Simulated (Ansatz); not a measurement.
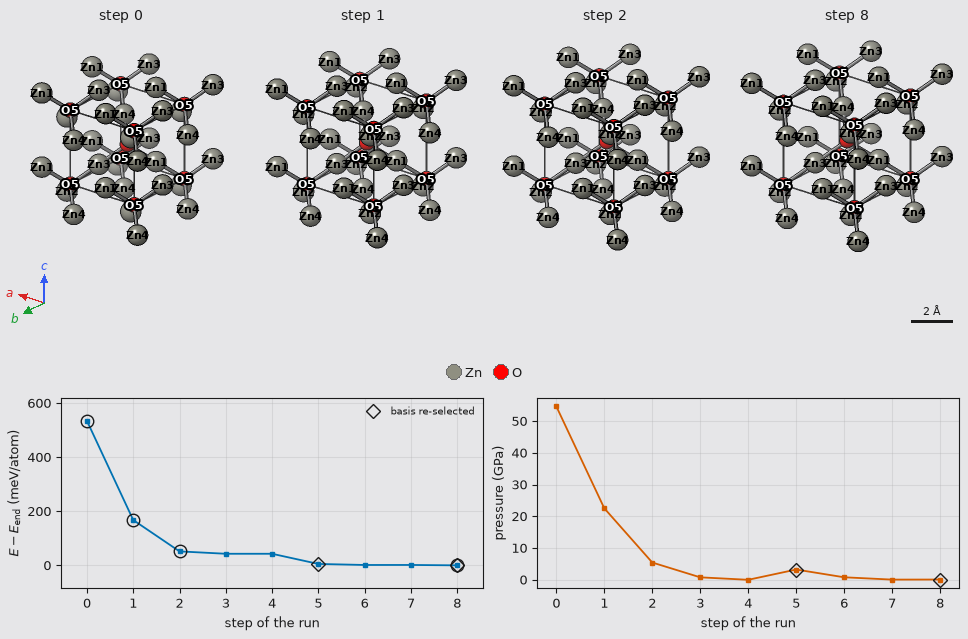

Frames of a relaxation of solid Zn2O (a generated structure, set up in Pn-3m) (coarse preliminary run), marked on the history of the run. The picture is a ball-and-stick view of the cell of the calculation, seen from a free direction.

Case: Cu → Zn on all its sites, cell and atoms relaxed.

Computed with DFT PBEsol, scalar-relativistic, plane waves, PAW (Ansatz 0.2.0). Set-up: plane-wave cutoff 420 eV; k-point mesh 6 × 6 × 6; occupations gaussian; smearing width 0.1 eV; no spin polarisation; cell and atoms relaxed; force threshold 0.05 eV/Å; at most 60 steps.

Q: What happens along the run?

A: The energy falls by 534 meV per atom in 6 accepted moves (8 points after the start). All forces vanish by symmetry, so only the cell relaxes. Pressure: 54.62 GPa at the start and 0.07 GPa at the end. The SCF was repeated twice at an unchanged geometry on a basis and grid sized afresh for the cell, which shifted the energy by 37.6 meV per atom at most. No atom moves by more than 0.005 Å relative to the cell. The volume changes by +37.7 %, with a = b = c 4.055 → 4.511 Å (+11.2 %). Among the contacts that change: O–Zn 1.756 → 1.953 Å. The space group stays Pn-3m (No. 224). The run took 62 s on 1 thread of Intel(R) Xeon(R) Platinum 8259CL CPU @ 2.50GHz (Skylake/Cascade Lake), with other jobs on the host, peak memory 0.44 GiB. From step 0 to 1: volume +14.5 %, energy −367 meV per atom. From step 1 to 2: volume +11.3 %, energy −116 meV per atom. From step 2 to 8: volume +8.1 %, energy −51.7 meV per atom.

| step | E − E(0), meV/atom | pressure, GPa | volume, Å³/atom | note |
| --- | --- | --- | --- | --- |
| 0 | 0.00 | 54.62 | 11.110 |  |
| 1 | -366.64 | 22.51 | 12.718 |  |
| 2 | -482.51 | 5.43 | 14.150 |  |
| 3 | -491.35 | 0.77 | 14.675 |  |
| 4 | -491.37 | -0.01 | 14.769 |  |
| 5 | -528.95 | 3.22 | 14.769 | same geometry, new basis |
| 6 | -532.77 | 0.78 | 15.165 |  |
| 7 | -532.72 | 0.05 | 15.297 |  |
| 8 | -534.17 | 0.07 | 15.297 | same geometry, new basis |
